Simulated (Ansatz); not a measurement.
```xyz
3
Lattice="2.5087 0.0000 0.0000 -1.2543 2.1726 0.0000 0.0000 0.0000 6.1827" Properties=species:S:1:pos:R:3 pbc="T T T"
Fe    0.0000    0.0000    3.0913
Co    1.2544    0.7242    5.1820
Co    0.0000    1.4484    1.0007
```

Space group P-3m1; a structure generated by program, which may or may not match a known phase; computed pressure about −10 GPa in this cell; spin-polarised.

Theory: DFT PBEsol, scalar-relativistic, plane waves, PAW (Ansatz 0.2.0).

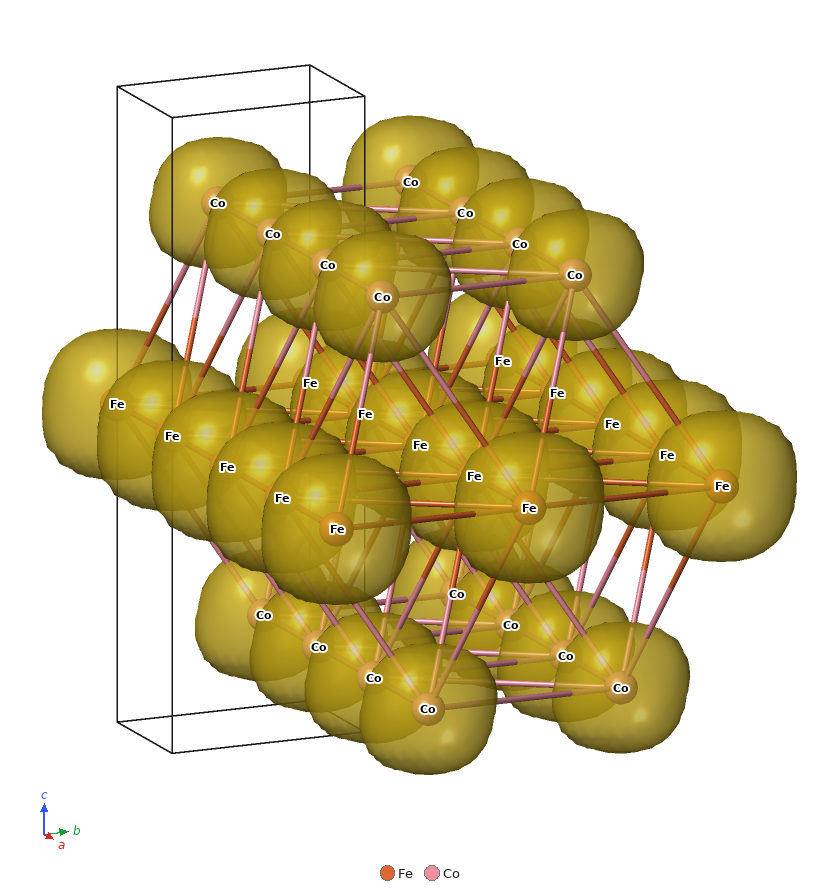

FeCo2. Isosurface of the spin density at +0.3 e/Å³ (yellow), seen slightly off an axis. Sticks mark near contacts.

Q: Where is the spin, and how is it ordered?

A: The spin density sits on Fe: +2.5 μB; Co: +1.7 μB (×2) in one cell of 3 atoms: parallel main moments (a ferromagnetic arrangement) in this solution. The cell of the calculation (3 atoms) carries 5.8 μB of net spin moment.
